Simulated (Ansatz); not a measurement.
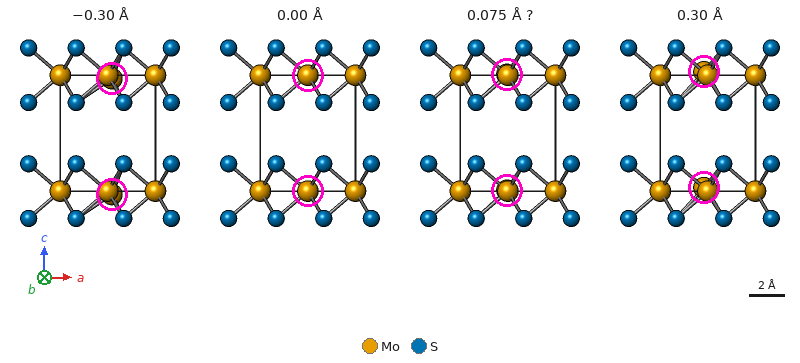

Energy scan for solid MoS$_{2}$ (P-6m2), in which a Mo atom (one in each cell of 12 atoms) is moved towards the nearest copy of atom 5 (S) at 2.400 Å, all else fixed. Style: ball-and-stick. Shown: the cell of the calculation, along the b axis. The ringed atoms are those of the scanned coordinate.

Method: DFT PBE+D3(BJ), scalar-relativistic, plane waves, PAW (Ansatz). (plane-wave cutoff 420 eV; k-point mesh 6 × 6 × 4; occupations gaussian; smearing width 0.05 eV; no spin polarisation). Energies (free energies at the smearing named) are counted from the relaxed crystal.

```tsv
displacement (Å)	energy change (meV/cell)
−0.3000	1158
−0.2250	653
−0.1500	291
−0.0750	73
0.0000	0
0.0750	?
0.1500	301
0.2250	690
0.2625	950
0.3000	1257
```

Q: Fill in the missing row.

A: A straight line between the two neighbours gives 150 meV/cell. A cubic through the four nearest rows (−0.0750, 0.0000, 0.1500, 0.2250) gives, with Lagrange weights, (−0.1667)(73) + (0.6667)(0) + (0.6667)(301) + (−0.1667)(690) = 73 meV/cell. The calculation gives 74 meV/cell, so the cubic is 1 meV/cell too low and the straight line 76 meV/cell too high, as the curve bends upwards here.

The whole profile:

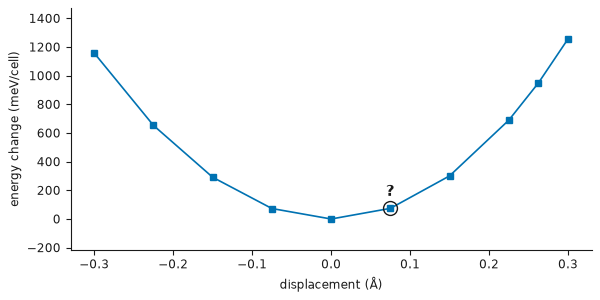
